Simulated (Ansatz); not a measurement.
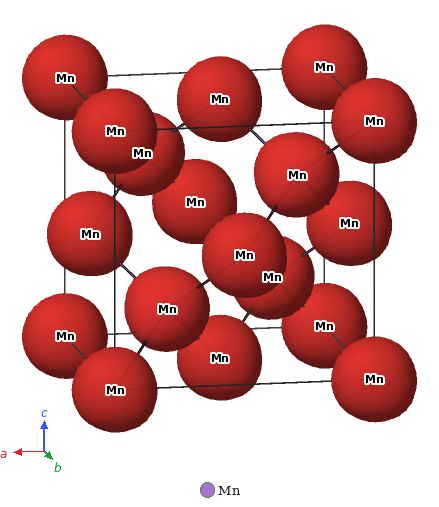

Figure. Mn. Isosurface of the spin density (up minus down) at +0.2 e/Å³ (red), seen at an oblique angle. Sticks mark near contacts.

Space group Fd-3m; the SCF solution may not be the lowest one; the program warned that another magnetic order may lie lower; spin-polarised.

Theory: DFT PBEsol, scalar-relativistic, plane waves, PAW (Ansatz 0.2.0).

```
CELL_PARAMETERS angstrom
5.69240 0.00000 0.00000
0.00000 5.69240 0.00000
0.00000 0.00000 5.69240
ATOMIC_POSITIONS crystal
Mn 0.00000 0.00000 0.00000
Mn 0.50000 0.50000 0.00000
Mn 0.50000 0.00000 0.50000
Mn 0.00000 0.50000 0.50000
Mn 0.25000 0.25000 0.25000
Mn 0.75000 0.75000 0.25000
Mn 0.75000 0.25000 0.75000
Mn 0.25000 0.75000 0.75000
```

Where is the spin, and how is it ordered?

The spin density sits on Mn: +3.6 μB (×8) in one cell of 8 atoms: parallel main moments (a ferromagnetic arrangement) in this solution. The cell of the calculation (2 atoms) carries 7.7 μB of net spin moment.
